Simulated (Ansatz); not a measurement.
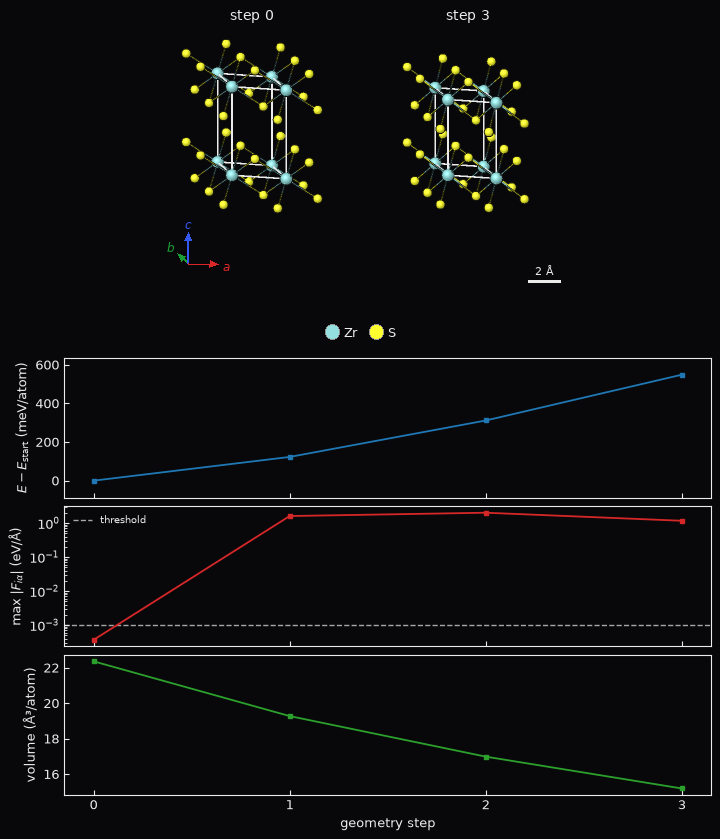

First and last geometry of a relaxation of a crystal of ZrS₂ (set up in P-3m1), with the history of the run. Style: ball-and-stick. Shown: the cell of the calculation, slightly off an axis.

Case: relaxed at 50 GPa.

These are results of DFT PBEsol, scalar-relativistic, plane waves, PAW (Ansatz), not measurements. (plane-wave cutoff 420 eV; k-point mesh 12 × 12 × 6; occupations fixed; target pressure 50 GPa; no spin polarisation; cell and atoms relaxed; force threshold 0.001 eV/Å; at most 60 steps)

> Did the run converge, and what did it change?

The relaxation stopped without meeting its thresholds, so the last structure isn't shown to be converged. The energy rises by 549 meV per atom in 3 geometry steps. With the target pressure of 50 GPa, the enthalpy E + pV changes by −1689 meV per atom. Largest force component: 0.00037 eV/Å at the start, 1.2 eV/Å at the end. The pressure goes from 0.00 to 41.31 GPa. The largest moves relative to the cell, 0.26 Å, are those of S atoms. Zr stays in place. The drawn cell changes as follows: a = b 3.627 → 3.236 Å (−10.8 %), c 5.887 → 5.027 Å (−14.6 %); the volume changes by −32.1 %. Near-neighbour distances that change, for instance: S–S 3.643 → 2.760 Å, Zr–Zr 3.627 → 3.236 Å, S–Zr 2.549 → 2.394 Å. Among the angles between lasting bonds that change: Zr–S–Zr 90.7° → 85.0°, S–Zr–S 90.7° → 85.0°, S–Zr–S 89.3° → 95.0°. The space group stays P-3m1 (No. 164). The run took 89 s on 1 thread of AMD EPYC 7R43 64-Core Processor (Zen 3), on a shared host, peak memory 0.46 GiB.
